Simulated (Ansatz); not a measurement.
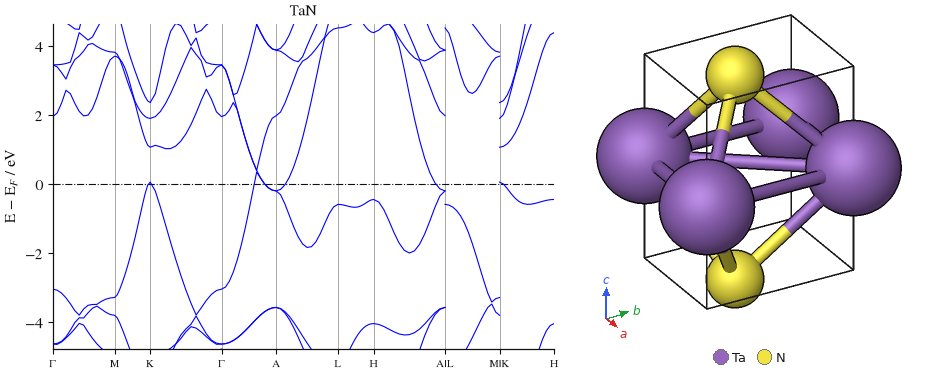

Band structure, beside the structure. Energies are counted from the Fermi level.

Structure: TaN, space group P-6m2 (No. 187), 2 atoms in the cell; a = 2.938 Å, c = 2.883 Å (hexagonal axes).

Computed with Ansatz: LDA, Ta d U = 6 eV, Ansatz PAW, no spin polarisation, no spin-orbit coupling, 10×10×9 k mesh, 420 eV cutoff, Fermi-Dirac smearing of 0.05 eV.

Does this material conduct, going by its bands?

A metal: 2 bands cross the Fermi level along this path.

Which levels at M lie nearest to the Fermi level?

At M the nearest levels lie 3.28 eV below and 3.71 eV above the Fermi level.

Spin-orbit coupling is left out, which matters for Ta. The PAW data sets were made with another functional. The cell is at −6 GPa in this functional. The usual form of TaN is the ε phase (P-62m).
